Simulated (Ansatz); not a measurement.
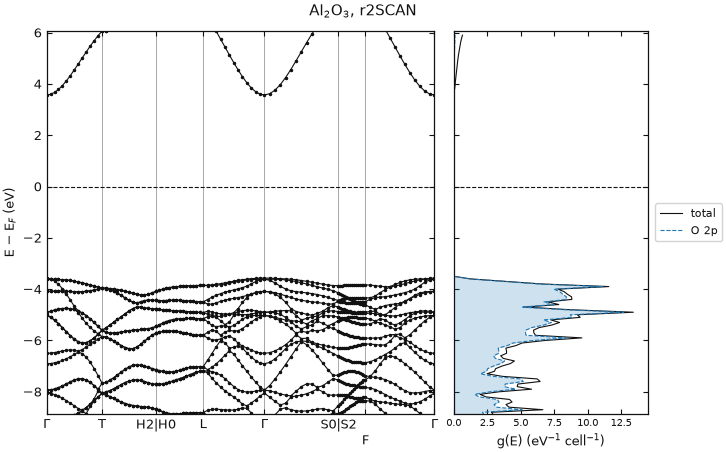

Band structure and density of states. Energies are counted from the Fermi level. The partial curves are projected on Löwdin-orthogonalised atomic shells.

### What lattice type does the k path imply?

A rhombohedral lattice: the path Γ–T–H2|H0–L–Γ–S0|S2–F–Γ runs through the special points of its Brillouin zone.

System: Al₂O₃, space group R-3c, 10 atoms in the cell.

```xyz
10
Lattice="2.3795 1.3738 4.3318 -2.3795 1.3738 4.3318 0.0000 -2.7476 4.3318" Properties=species:S:1:pos:R:3 pbc="T T T"
Al    0.0000    0.0000    4.5733
Al    0.0000    0.0000    1.9243
Al    0.0000    0.0000    8.4219
Al    0.0000    0.0000   11.0710
O    -0.9216    1.3738    7.5806
O    -0.7289   -1.4850    7.5806
O     1.6505    0.1113    7.5806
O     0.9216   -1.3738    5.4147
O     0.7289    1.4850    5.4147
O    -1.6505   -0.1113    5.4147
```

Method: DFT r2SCAN, scalar-relativistic, plane waves, PAW, no spin polarisation, 6×6×6 k mesh, Gaussian smearing of 0.02 eV (Ansatz).

### What does the band structure say about the gap?

The bands leave a gap. The gap along this path is 7.14 eV and direct: both edges lie at Γ.

### Which states form the top of the valence band?

By projected weight, the top eV of the valence band is O 2p almost alone.

### How many bands meet at the valence-band top?

The top valence level at Γ is a single band, not degenerate (spin aside). The next level lies only 0.05 eV lower.
